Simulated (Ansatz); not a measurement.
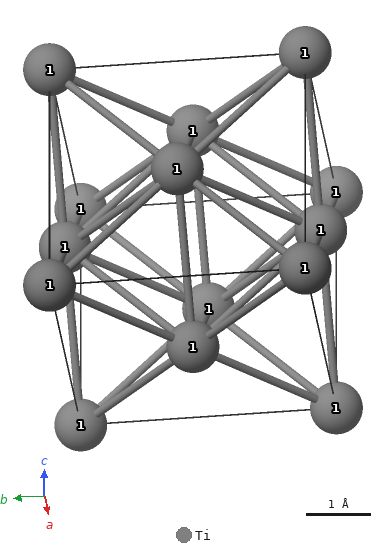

Reference structure: a symmetric starting cell of Ti. A ball-and-stick model of the conventional cell (4 times the calculation's cell), seen from a free direction. Lengths and directions refer to the drawn axes.

All numbers below come from DFT PBE, scalar-relativistic, plane waves, PAW (Ansatz 0.2.0). Settings: plane-wave cutoff 420 eV; k-point mesh 16 × 16 × 16; occupations gaussian; smearing width 0.1 eV; no spin polarisation.

Change: The cell is strained by −1.6 % along b and −0.1 % across it (volume −1.8 %), the atoms keeping their fractional coordinates. No relaxation follows. The starting cell wasn't computed here and needn't be at equilibrium, so pressure and forces aren't due to the change alone.

> Predict the response.

The pressure is 6.7 GPa (not all of it need come from the change, since the unchanged cell can be under pressure at this level too). The principal stresses (compression positive) are 7.0 GPa along b and 6.6 GPa across it. All forces vanish by symmetry. Among the bonded contacts that change: Ti–Ti 2.871 → 2.846 to 2.868 Å. The space group (tolerance 0.01 Å) goes from Fm-3m (No. 225) to I4/mmm (No. 139).

The changed structure in the same view:

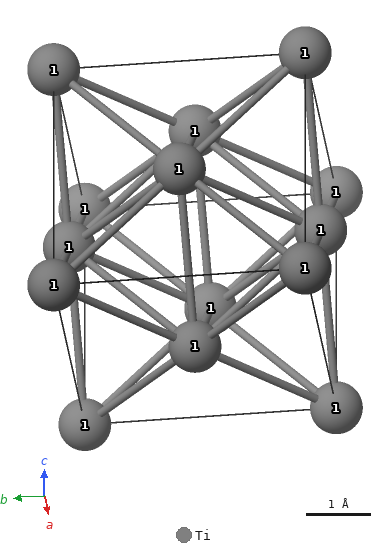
